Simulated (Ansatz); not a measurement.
A series of calculations on C₂H₃O₂

Part 1: Relaxation

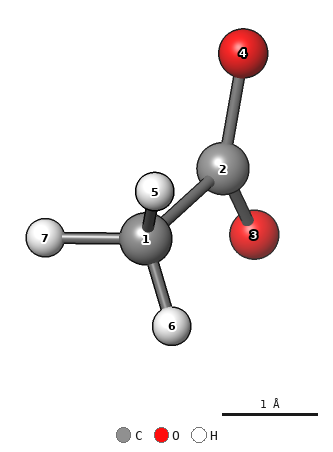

This is the input geometry for a constrained relaxation of C$_{2}$H$_{3}$O$_{2}$ (charge −1). Style: ball-and-stick. Shown from a free direction.

The calculation used RKS PBE0-D4/def2-TZVPD (Ansatz 0.2.0).

Input
```yaml
crystal:
  periodic: [false, false, false]
  atoms:
    - {symbol: C, position_ang: [-0.330922, 0.543707, -0.162517]}
    - {symbol: C, position_ang: [0.477776, -0.726735, 0.207016]}
    - {symbol: O, position_ang: [0.854513, -0.795457, 1.396377]}
    - {symbol: O, position_ang: [0.642119, -1.552776, -0.715750]}
    - {symbol: H, position_ang: [-0.276312, 0.751403, -1.234251]}
    - {symbol: H, position_ang: [-0.026705, 1.303510, 0.343047]}
    - {symbol: H, position_ang: [-1.382011, 0.372570, 0.097026]}
basis:
  gaussian: {orbitals: def2-TZVPD}
total_charge: -1
hamiltonian: {xc: pbe0, dispersion: d4}
relax: {f_tol: 0.005, max_steps: 200, constraints: [{distance: [0, 5]}]}
```

Question: What does the optimiser find from here?

Answer: The energy falls by 0.14 kcal/mol in 23 accepted moves (30 points after the start). The largest force component goes from 0.16 to 0.005 eV/Å. The line search rejected the trial steps at points 6, 8, 9, 15, 16, 23, 24 of the run. The forces were under the threshold at step 13, but the run went on from there. The atom that moves furthest after the best rigid fit is O3 (0.36 Å). Largest moves by element: O 0.36 Å, H 0.30 Å, C 0.03 Å. Among the angles between lasting bonds that change: H6–C1–H7 107.6° → 110.6°, C2–C1–H5 111.3° → 108.8°. Groups turn about C1–C2 by about 35°.

Step by step:

| step | E − E(0), kcal/mol | largest force component, eV/Å | note |
| --- | --- | --- | --- |
| 0 | 0.00 | 0.1554 |  |
| 1 | -0.03 | 0.1784 |  |
| 2 | -0.07 | 0.0520 |  |
| 3 | -0.07 | 0.0204 |  |
| 4 | -0.09 | 0.0491 |  |
| 5 | -0.10 | 0.0051 |  |
| 6 | -0.03 | 0.4937 | rejected |
| 7 | -0.11 | 0.0215 |  |
| 8 | -0.06 | 0.3219 | rejected |
| 9 | -0.07 | 0.1993 | rejected |
| 10 | -0.12 | 0.0107 |  |
| 11 | -0.12 | 0.0899 |  |
| 12 | -0.13 | 0.0645 |  |
| 13 | -0.13 | 0.0020 |  |
| 14 | -0.14 | 0.0303 |  |
| 15 | -0.12 | 0.1783 | rejected |
| 16 | -0.11 | 0.1374 | rejected |
| 17 | -0.14 | 0.0097 |  |
| 18 | -0.14 | 0.0030 |  |
| 19 | -0.14 | 0.0746 |  |
| 21 | -0.14 | 0.0166 |  |
| 22 | -0.14 | 0.0192 |  |
| 23 | -0.04 | 0.3781 | rejected |
| 24 | -0.14 | 0.0192 | rejected |
| 25 | -0.14 | 0.0124 |  |
| 26 | -0.14 | 0.0005 |  |
| 27 | -0.14 | 0.0103 |  |
| 28 | -0.14 | 0.0132 |  |
| 29 | -0.14 | 0.0070 |  |
| 30 | -0.14 | 0.0050 |  |

The structure at the end:

```xyz
7

C    -0.3460    0.5474   -0.1358
C     0.4706   -0.7254    0.2128
O     1.1595   -0.6563    1.2543
O     0.3505   -1.6806   -0.5831
H    -0.0672    0.8816   -1.1414
H    -0.2010    1.2479    0.5075
H    -1.4080    0.2816   -0.1834
```

The end point in the same view:

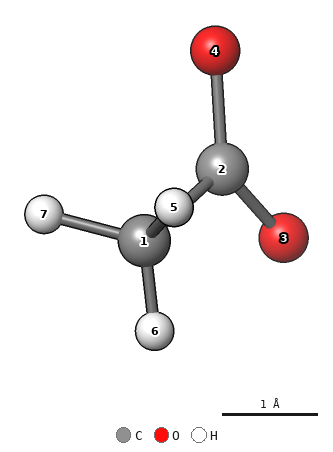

Part 2: Relaxation

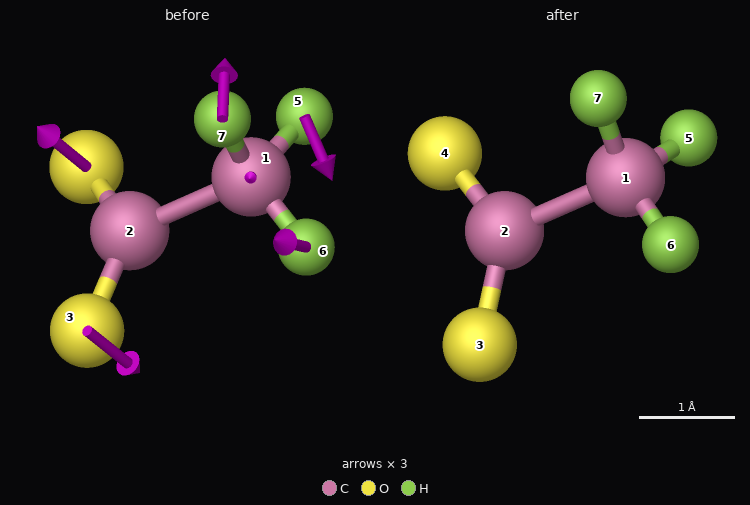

The structure of C2H3O2 (charge −1) before (left) and after (right) a constrained relaxation, at one scale. The purple arrows give the displacements, 3 times their true length.

Style: ball-and-stick. Shown from a free direction.

Computed with RKS PBE0-D4/def2-TZVPD (Ansatz 0.2.0). Settings: held fixed: the distance between atoms 1 (C) and 6 (H), counting from 1; force threshold 0.005 eV/Å; at most 200 steps.

> Summarise the run.

The atom that moves furthest after the best rigid fit is O3 (0.35 Å). By element the largest moves are O 0.35 Å, H 0.28 Å, C 0.03 Å. Bond angles that change, for instance: H6–C1–H7 107.6° → 110.2°, C2–C1–H5 111.3° → 109.1°. Groups turn about C1–C2 by about 30°. The energy falls by 0.004 eV in 25 accepted moves (34 points after the start). Largest force component: 0.11 eV/Å at the start, 0.0047 eV/Å at the end. The line search rejected the trial steps at points 6, 8, 9, 12, 19, 20, 29, 32 and more of the run. The forces were under the threshold at step 17, but the run went on from there. The run took roughly 3 core-minutes on a shared host.

Part 3: Scan

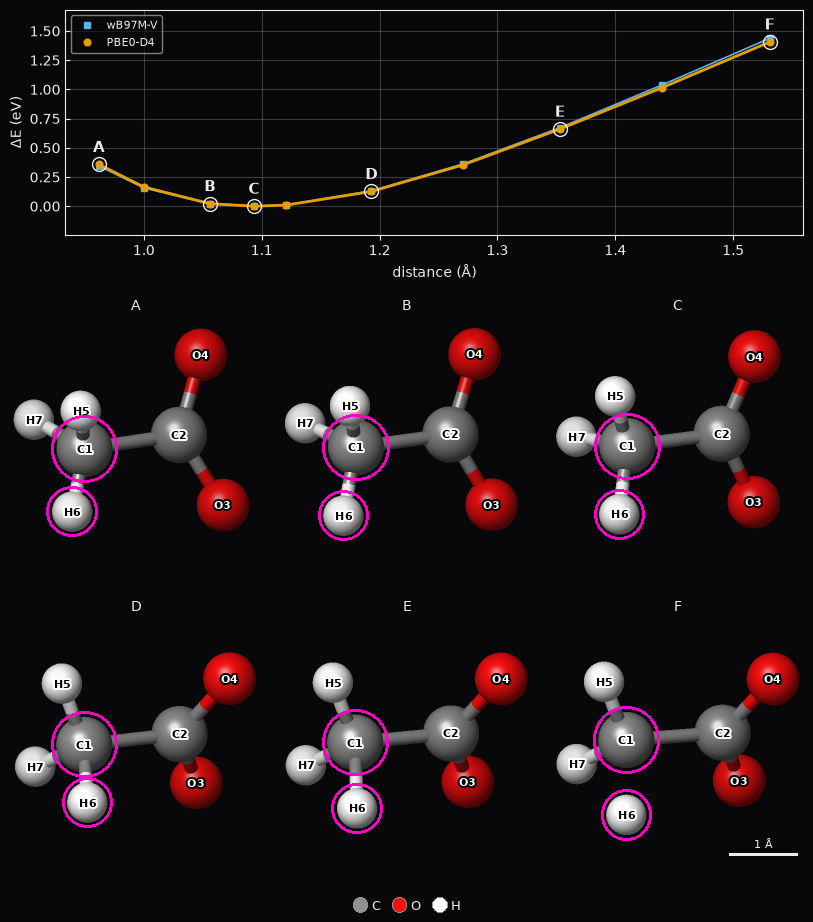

A scan of C2H3O2 (charge −1): the C1–H6 distance is varied, with all other coordinates relaxed. The lettered frames are marked on the plot, at the values of PBE0-D4. The picture is a ball-and-stick view, seen at a tilt. The ringed atoms are those of the scanned coordinate.

Levels of theory: PBE0-D4, wB97M-V (def2-TZVPPD, Ansatz), on geometries relaxed under the constraint at PBE0-D4/def2-TZVPD. Energies are counted from the PBE0-D4/def2-TZVPD minimum geometry at the same level.

Describe the profile.

With PBE0-D4: of the computed points the lowest is at the distance 1.093 Å, 0.000 eV. The curvature at the lowest point is about 32 eV/Å² (5.1 mdyn/Å). The well is steeper on the short side, as for any bond. At 1.531 Å the levels give PBE0-D4 1.406 eV, wB97M-V 1.438 eV.

The computed points:

Energies in eV.

| distance (Å) | PBE0-D4 | wB97M-V |
| --- | --- | --- |
| 0.962 | 0.357 | 0.345 |
| 1.000 | 0.165 | 0.157 |
| 1.056 | 0.023 | 0.020 |
| 1.093 | 0.000 | 0.000 |
| 1.121 | 0.010 | 0.012 |
| 1.193 | 0.126 | 0.131 |
| 1.271 | 0.354 | 0.362 |
| 1.353 | 0.660 | 0.673 |
| 1.440 | 1.016 | 1.039 |
| 1.531 | 1.406 | 1.438 |
